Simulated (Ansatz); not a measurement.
## GaN(111) slab, H on both faces (54 atoms): a reference run and its variants

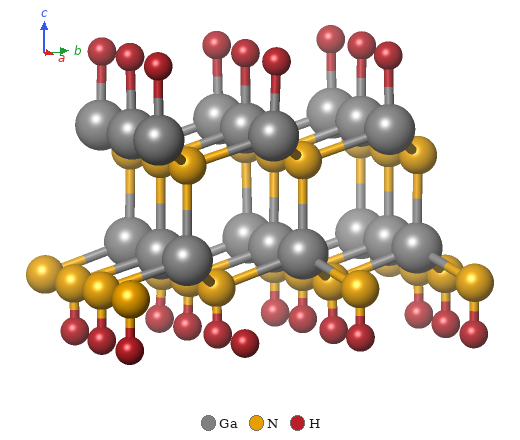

The cell (gallium grey, nitrogen orange, hydrogen red). Bonds to atoms that aren't drawn are left out. Some periodic images of atoms are drawn too.

The cell holds 54 atoms: 18 Ga, 18 N and 18 H. Cell: a = 9.546 Å, b = 9.546 Å, c = 17.828 Å, α = 90.0°, β = 90.0°, γ = 120.0°. It derives from GaN (zinc-blende). Zinc-blende GaN (a = 4.5 Å), (111) slab of 4 atomic planes, 3 x 3 surface cells, H on the broken bonds of both faces, 12 Å of vacuum; displaced by a Gaussian of 0.02 Å. Regions: slab, 36 atoms (18 Ga and 18 N); hydrogen, 18 atoms (18 H). Vacuum lies along c.

Geometry: as built.

Reference run: Kohn-Sham DFT, PBE, PAW (set soft_2), plane waves (Ansatz 0.2.0), cutoff 420 eV, k-mesh 4×4×1, gaussian smearing of 0.05 eV.

- r.m.s. force component: 0.9752 eV/Å
- gap (highest filled to lowest empty level): 1.474 eV
- SCF cycles: 9
- time: 79 s on 8 threads of Arm Neoverse V2, shared host

**Question.** The cell is repeated and solved at Γ. How do error, time and memory go?
- plane waves, 54 atoms (1×1×1)
- support functions, 54 atoms (1×1×1)
- plane waves, 216 atoms (2×2×1)
- support functions, 216 atoms (2×2×1)

Differences are against the typed cell on a 4×4×1 mesh, which samples like Γ on 864 atoms (r.m.s. force component 0.975 eV/Å, gap 1.47 eV). Every repeated cell is solved at Γ, and forces are averaged over the copies of each atom. Hardware: 8 threads of Arm Neoverse V2, shared host.

| atoms | repeats | basis | Δ force, r.m.s. (meV/Å) | Δ energy (meV/atom) | less plane waves of the same size (meV/atom) | gap (eV) | spread among copies (meV/Å) | SCF cycles | time | host memory (GiB) |
| --- | --- | --- | --- | --- | --- | --- | --- | --- | --- | --- |
| 54 | 1×1×1 | plane waves | 46.4 | 43.9 | - | - | - | 9 | 3.4 s | 1.3 |
| 54 | 1×1×1 | support functions | 45.1 | 40.1 | -3.8 | 1.49 | - | 13 | 43 s | 3.0 |
| 216 | 2×2×1 | plane waves | 2.10 | 0.537 | - | - | 0 | 10 | 67 s | 9.7 |
| 216 | 2×2×1 | support functions | 4.30 | -3.33 | -3.9 | 1.48 | 0.18 | 13 | 2.8 min | 7.6 |

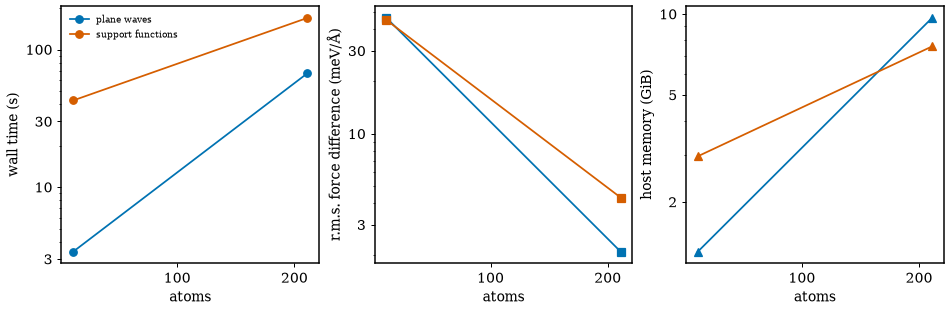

Time, error and memory against the number of atoms.

Repeating the cell at Γ samples more k-points: in plane waves the energy difference from the dense mesh goes from 43.9 meV/atom at 54 atoms to 0.537 at 216, and the force difference from 46 to 2.1 meV/Å. At equal size the support functions lie 3.8 to 3.9 meV/atom below plane waves, likely because their grid holds more waves than 420 eV; no run tests this. At the largest size the support functions' forces differ from the reference by 0.44 % of the r.m.s. force, which holds the difference of sampling between the two as well as that of the basis. In some support-function runs the search for missed states was left out or partial.

[Hosts, paths, dates, database ids (printed as entryN), source tags and the programs' standing remarks are cut or masked in the printed files.]
